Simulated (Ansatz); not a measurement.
System: GaN, space group P1, 8 atoms in the cell, a distorted cell.

```xyz
8
Lattice="4.6061 2.6762 0.0022 -1.5612 2.7209 0.0275 3.0630 0.0175 5.0681" Properties=species:S:1:pos:R:3 pbc="T T T"
Ga    1.4683    0.9676    3.0298
Ga    3.0641    3.6036    3.0454
Ga    0.1280    1.8694    0.5132
Ga    3.1071    1.8098    0.4721
N     3.1034    3.5857    4.9774
N     6.1588    3.6760    4.8797
N     3.0945    1.9291    2.4468
N     4.6502    4.5167    2.4641
```

Computed with Ansatz 0.2.0: DFT with m-r2SCAN, PAW plane waves, no spin polarisation, 4×6×4 k mesh, 500 eV cutoff, Fermi-Dirac smearing of 0.1 eV.

What will the density of states look like?

There is a gap; over the k points computed it is 3.45 eV. By projected weight, the top eV of the valence band is N 2p (90 %); the bottom eV of the conduction band is N 2s (35 %), Ga 4s (25 %), Ga 4p (20 %) and N 2p (20 %). The upper group of valence states starts about 7.4 eV under the valence-band top, with a gap beneath it; it holds about 24 electrons a cell.

The atoms aren't at rest in this cell (largest force 3.2 eV/Å), so the relaxed material can differ. The cell is at 18 GPa in this functional.

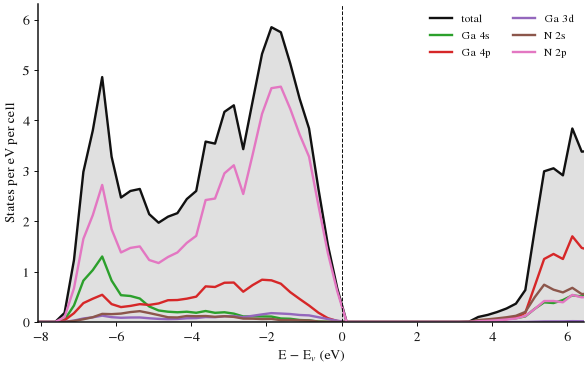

Density of states. Energies are counted from the top of the valence band. The partial curves are projected on Löwdin-orthogonalised atomic shells.
